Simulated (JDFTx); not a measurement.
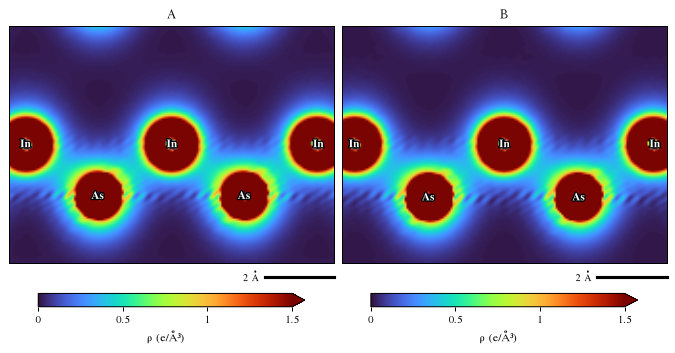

InAs. The valence electron density of two cells that differ in size, on the (011̄) plane of each (indices in the axes of the calculation cell), at one length scale and on one colour scale; one has 26.4 and the other 28.6 Å³ an atom.

Space group F-43m.

Computed with Kohn-Sham DFT of a periodic cell, PBEsol, PseudoDojo-SR-PBEsol-0.4.1-standard (JDFTx 1.7.0 (patched build)).

The density is the valence pseudo-density of a pseudopotential calculation; it isn't the true density close to the nuclei.

**Which panel shows the smaller cell, and what does the compression change?**

Panel A is the smaller cell, by 8 % in volume. From the larger cell to the smaller, In–As goes from 2.65 to 2.58 Å, and the density at its midpoint from 0.41 to 0.46 e/Å³; the pressure goes from −0.7 to 4.4 GPa.
